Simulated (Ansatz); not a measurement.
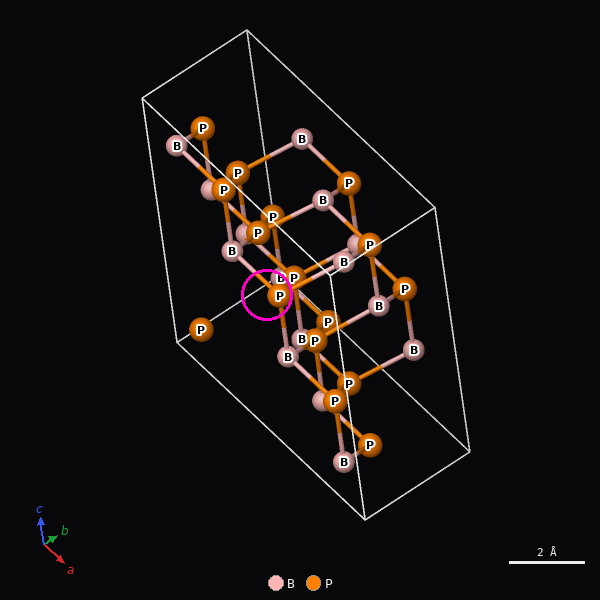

Crystal structure, ball-and-stick style, seen slightly off an axis. The supercell is outlined; an atom on or near a face, edge or corner is repeated at each equivalent position. The host is BP, in a cell of 32 sites, and the cell is neutral. A ring marks the defect's site.

Where does the cell differ from the host, and how?

Answer. A boron vacancy. Around the empty site lie four P at about 2.0 Å.

The numbers come from DFT PBE, scalar-relativistic, plane waves, PAW (Ansatz), using an energy cutoff of 420 eV, a 2×2×2 k-point grid, Gaussian smearing of 0.01 eV, collinear spins.

Is the defect spin-polarised?

Answer. Yes, 1.5 μB in the cell.

The atoms were relaxed in the host's cell with Ansatz 0.2.0, DFT PBE, scalar-relativistic, plane waves, PAW.
